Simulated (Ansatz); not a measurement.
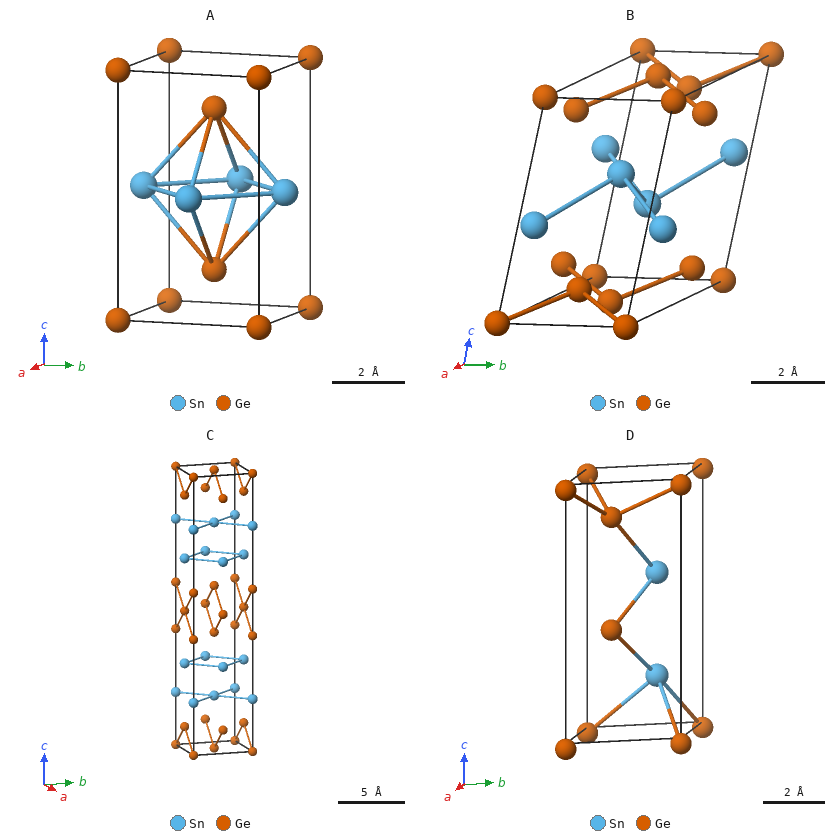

Four structures of Sn2Ge3, each relaxed to rest (conventional cells in solid outline, small ones repeated, each panel with its own scale). Method: Ansatz, DFT PBE, scalar-relativistic, plane waves, PAW, without spin polarisation.

Give the type and space group of each panel.

Answer. A: 5 atoms a cell on a primitive tetragonal lattice, P4/mmm; B: 10 atoms a cell on a base-centred monoclinic lattice, C2/m; C: 20 atoms a cell on a face-centred orthorhombic lattice, Fmmm; D: 5 atoms a cell on a primitive hexagonal lattice, P3m1.

Rank them by energy, lowest first.

Answer. D, then B (+38 meV/atom), C (+53 meV/atom) and A (+221 meV/atom), energies at zero smearing.

Collect the results in a table.

Answer.
| panel | structure | E − E(lowest) (meV/atom) | volume (Å³/atom) | gap (eV) |
| --- | --- | --- | --- | --- |
| D | P3m1 | 0 | 24.2 | metal |
| B | C2/m | 38 | 22.8 | metal |
| C | Fmmm | 53 | 22.9 | metal |
| A | P4/mmm | 221 | 25.0 | metal |

Some of these may be structure types tried for this composition rather than known phases, and the most stable form need not be among them. Gaps are taken on the k-mesh or band path of each run.
